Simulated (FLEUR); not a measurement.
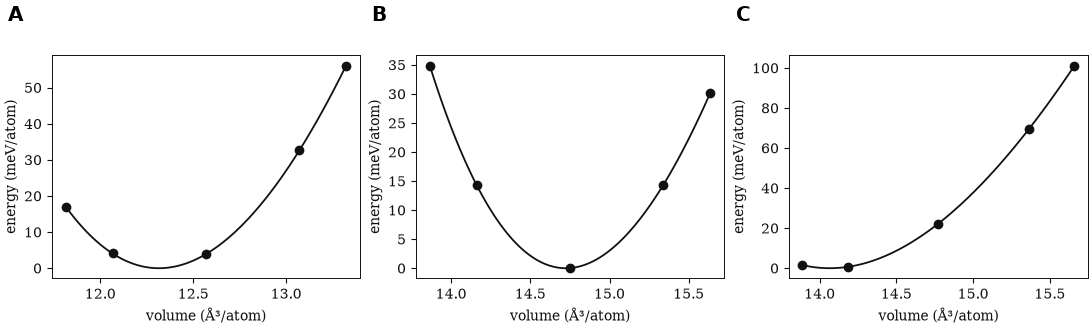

Each panel shows the energy against volume for one of these solids: AlPt, Pm-3m (No. 221); HfC, Fm-3m (No. 225); Pd, Fm-3m (No. 225).

Computed with FLEUR MaX-R8.1 (later development tree): all-electron LAPW DFT, no spin polarisation; energies at scaled volumes of the given cell, shape and fractions fixed, counted from the fit's minimum, third-order Birch-Murnaghan fit. Level: SCAN.

> Match the panels to the solids.

A is HfC (energy from 3.90 meV/atom to 56.04 meV/atom, V0 12.31 Å³/atom, B0 249 GPa); B is Pd (energy from 0.04 meV/atom to 34.86 meV/atom, V0 14.72 Å³/atom, B0 195 GPa); C is AlPt (energy from 1 meV/atom to 101 meV/atom, V0 14.06 Å³/atom, B0 220 GPa).

For AlPt, limits of the calculation: spin-orbit coupling left out, heavy elements.
